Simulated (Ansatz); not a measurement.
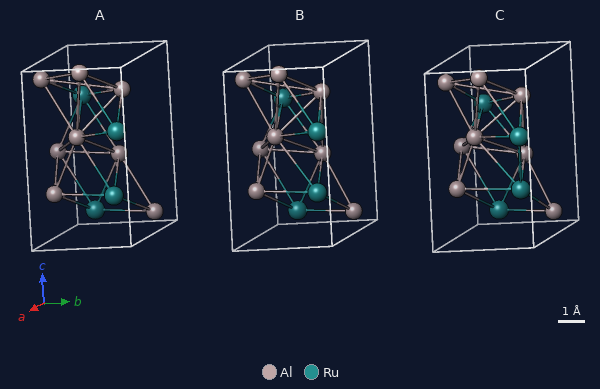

3 geometries from one relaxation of crystalline Al$_{2}$Ru (built on the database structure type), in shuffled order. A ball-and-stick model of the cell of the calculation, reduced to other axes, seen slightly off an axis. Lengths and directions refer to the drawn axes.

Case: shaken.

Method: DFT, PBEsol, plane waves, PAW in Ansatz 0.2.0. (plane-wave cutoff 420 eV; k-point mesh 6 × 6 × 2; occupations fermi dirac; smearing width 0.05 eV; no spin polarisation; cell and atoms relaxed; force threshold 0.01 eV/Å; at most 120 steps)

Order the frames from highest to lowest energy.

Answer. C, B, A. They are steps 0, 1, 5, at +450 meV per atom, +92.2 meV per atom relative to the last. The energy falls by 450 meV per atom in 4 accepted moves (5 points after the start). The largest force component goes from 5.3 to 0.0017 eV/Å. Pressure: 12.49 GPa at the start and 0.00 GPa at the end. At 1 point the geometry stayed and the basis and grid were re-selected for the new cell (energy shift of less than 0.05 meV per atom at most each time). The atom that moves furthest relative to the cell is a Ru atom (0.34 Å along [3 −2 −2]). By element the largest moves are Ru 0.34 Å, Al 0.32 Å. The drawn cell changes at constant volume: a 4.596 → 4.629 Å (+0.7 %), b 5.044 → 4.976 Å (−1.4 %), c 7.514 → 7.565 Å (+0.7 %), α 77.3° → 77.4°, β 83.3° → 82.0°, γ 75.8° → 76.1°. Some distances before and after: Al–Ru 3.151 → 2.566 Å, Al–Ru 2.052 → 2.566 Å, Ru–Ru 2.689 → 3.188 Å, Al–Al 2.949 → 2.594 Å. New bonds form: Al–Ru (3.15 → 2.57 Å). The space group (tolerance 0.01 Å) goes from P1 (No. 1) to Fddd (No. 70).
